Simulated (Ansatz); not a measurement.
Consider Nb.

Input

```
crystal:
  lattice:
    - [-1.2810883364, 1.6866838714, 1.6866838714]
    - [1.6866838714, -1.2810883364, 1.6866838714]
    - [1.6866838714, 1.6866838714, -1.2810883364]
  atoms:
    - { symbol: Nb, position: [0.0, 0.0, 0.0] }
basis:
  ecutwfc: 420
kpoints:
  mp_grid: { grid: [22, 22, 22] }
hamiltonian:
  xc: pbe
scf:
  occupations: { method: gaussian, width: 0.15 }
output:
  forces: true
  stress: true
  eigenvalues: true
  write_density: true
  write_potential: true
  elf: true
  volumetric_format: npy
```

Run with:

```sh
ansatz run input.yaml --threads 1 --pin off --max-ram 2560MiB --backend cpu --events-out ev --progress --plain --runs-dir out
```

Below, planes, directions and counts refer to the conventional cell (a = 4.20 Å, b = 4.20 Å, c = 3.62 Å, α = 90.00°, β = 90.00°, γ = 120.00°).

Space group R-3m; computed pressure about 4 GPa in this cell; computed without spin polarisation.

Level of theory: DFT PBE, scalar-relativistic, plane waves, PAW (Ansatz).

> What will maps of the valence pseudo-density and electron localisation function show?

Nb–Nb (2.71 Å): ρ at the midpoint is about 0.39 e/Å³; the ELF is about 0.30 at the midpoint.

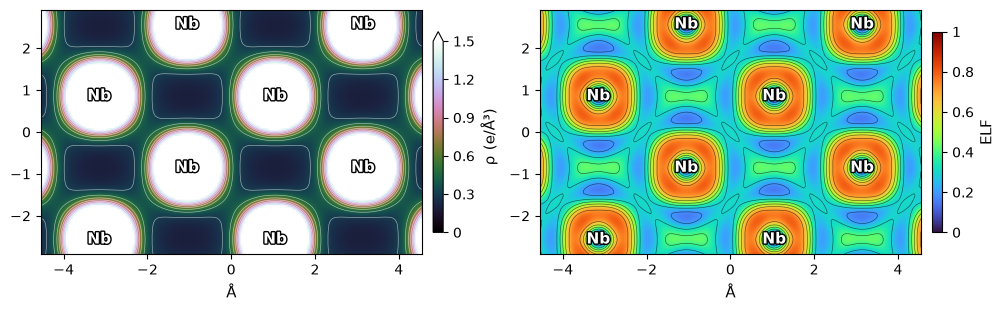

Computed valence pseudo-density and electron localisation function on the (101) plane of the conventional cell, in this order. 

In a PAW calculation such maps are meaningful between the atoms, not at the nuclei.
